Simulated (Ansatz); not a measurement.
Consider Ge.

```cif
data_structure
_symmetry_space_group_name_H-M 'P 1'
_symmetry_Int_Tables_number 1
_cell_length_a 4.0743
_cell_length_b 4.0743
_cell_length_c 9.9768
_cell_angle_alpha 90.000
_cell_angle_beta 90.000
_cell_angle_gamma 120.000
_cell_volume 143.43
loop_
_atom_site_label
_atom_site_type_symbol
_atom_site_fract_x
_atom_site_fract_y
_atom_site_fract_z
_atom_site_occupancy
Ge1 Ge 0.00000 0.00000 0.99996 1
Ge2 Ge 0.00000 0.00000 0.25004 1
Ge3 Ge 0.33333 0.66667 0.33329 1
Ge4 Ge 0.33333 0.66667 0.58338 1
Ge5 Ge 0.66667 0.33333 0.66662 1
Ge6 Ge 0.66667 0.33333 0.91671 1
```

Space group Fd-3m; a generated structure, not necessarily the stable one.

These are results of DFT PBE, scalar-relativistic, plane waves, PAW (Ansatz), not measurements.

### What can the converged valence pseudo-density and electron localisation function tell about the bonding?

Ge–Ge (2.50 Å): ρ at the midpoint is about 0.5 e/Å³; the ELF peaks at about 0.80 between the atoms.

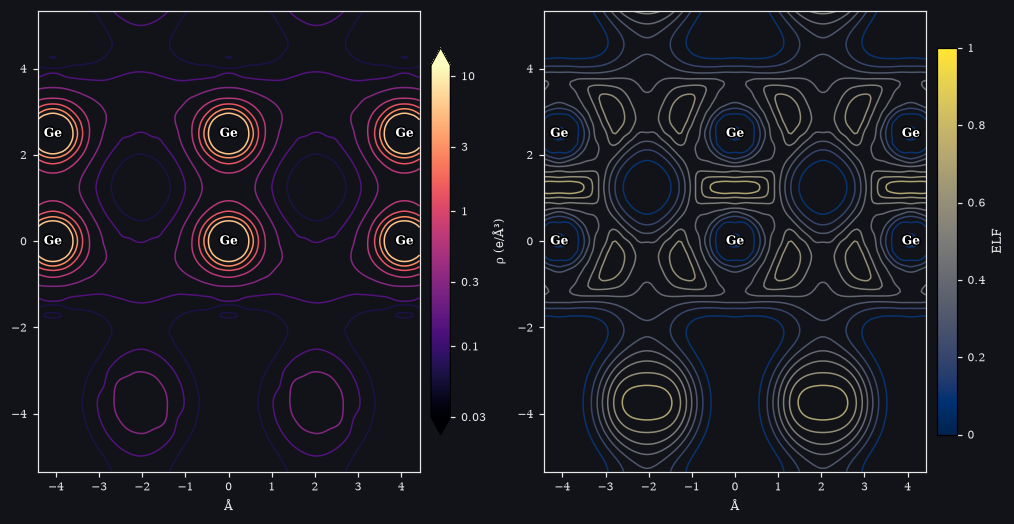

Computed valence pseudo-density and electron localisation function on the (100) plane of the calculation cell, in this order. 

In a PAW calculation such maps are meaningful between the atoms, not at the nuclei.
